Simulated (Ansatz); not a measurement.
Given this structure:

```xyz
4
Lattice="5.3227 0.0000 0.0000 0.0000 5.3227 0.0000 0.0000 0.0000 5.3227" Properties=species:S:1:pos:R:3 pbc="T T T"
La    0.0000    0.0000    0.0000
La    0.0000    2.6613    2.6613
La    2.6613    0.0000    2.6613
La    2.6613    2.6613    0.0000
```

> Describe what this structure looks like.

The element is lanthanum. Space group Fm-3m (No. 225), lattice face-centred cubic. Type of structure: face-centred cubic (Cu type). The cell holds four atoms. Each La atom is coordinated by twelve La in a cuboctahedral arrangement at 3.76 Å. The bonds build a three-dimensional framework.

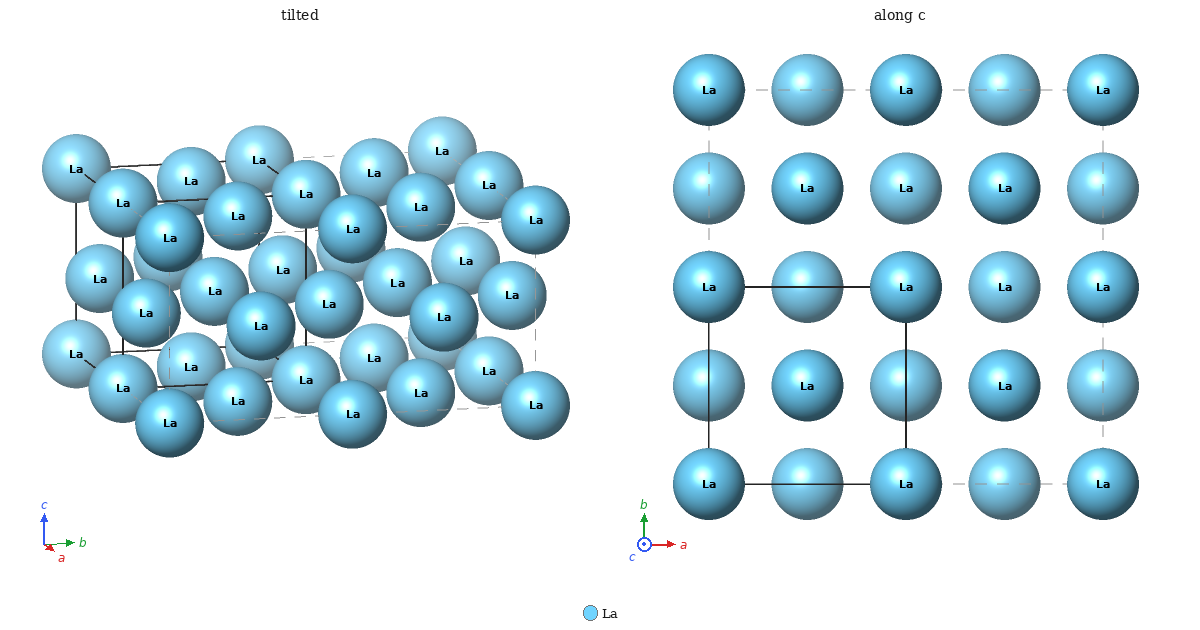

The crystal in a spheres-only representation, seen slightly off an axis and along the c axis. The drawing covers 2×2×1 cells, and the solid lines enclose one conventional unit cell.

The model was built from a structure listed in the Materials Project. Earlier steps of the study may have refined or changed the cell and positions. It went into a calculation with Ansatz.
